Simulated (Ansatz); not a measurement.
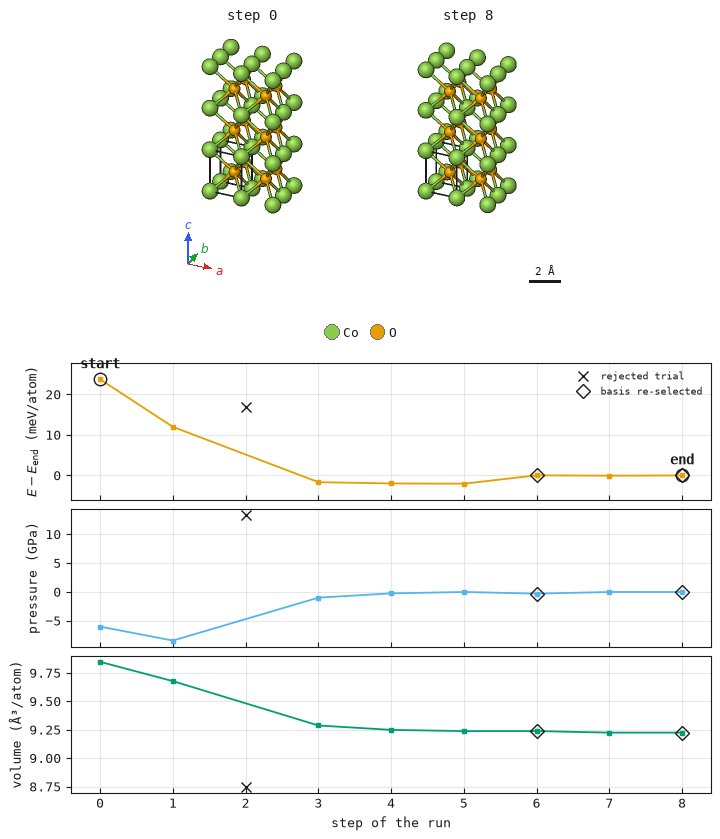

First and last geometry of a relaxation of solid CoO (a generated structure, set up in P-6m2), with the history of the run. Style: ball-and-stick. Shown: the cell of the calculation, repeated 2 × 2 × 3 with one cell outlined, slightly off an axis.

The run lets cell and atoms move.

The calculation used Kohn-Sham DFT of a periodic cell, PBE with D3(BJ), Ansatz PAW (Ansatz).

The input:
```yaml
crystal:
  lattice:
    - [2.85629923, 0.0, 0.0]
    - [-1.42814961, 2.47362769, 0.0]
    - [0.0, 0.0, 2.78760653]
  atoms:
    - { symbol: Co, position: [0.0, 0.0, 0.0], spin: 2.0 }
    - { symbol: O, position: [0.6666666667, 0.3333333333, 0.5] }
hamiltonian:
  xc: pbe
  pseudopotentials: { kind: paw }
  dispersion: d3bj
magnetization:
  spin_polarized: true
kpoints:
  mp_grid: { grid: [11, 11, 10] }
scf:
  occupations: { method: fermi_dirac, width: 0.05 }
output:
  forces: true
  stress: true
  eigenvalues: true
relax:
  f_tol: 0.01
  max_steps: 40
  cell: { stress_tol: 0.05 }
```

Run as
```bash
ansatz run input.yaml --threads 2 --pin off --max-ram 5632MiB --backend cpu --events-out ev --progress --plain --runs-dir out
```

> Read the history and describe the run.

It converged. The atoms keep their places relative to the cell (all moves are under 0.005 Å). The drawn cell changes as follows: a = b 2.856 → 2.801 Å (−1.9 %), c 2.788 → 2.715 Å (−2.6 %); the volume changes by −6.3 %. Near-neighbour distances that change, for instance: Co–O 2.159 → 2.111 Å. The space group stays P-6m2 (No. 187). Over 5 accepted moves (8 points after the start) the energy falls by 23.7 meV per atom. All forces vanish by symmetry, so only the cell relaxes. The pressure goes from −6.01 to −0.01 GPa. The line search rejected the trial step at point 2 of the run. At 2 points the geometry stayed and the basis and grid were re-selected for the new cell (energy shift of 2.1 meV per atom at most each time). Cost: 41 s on 2 threads of Arm Neoverse V2, with other jobs on the host, peak memory 0.35 GiB.

Limits of the set-up: only the magnetic order of this start and cell was tried (total moment 3.0 μB per cell).
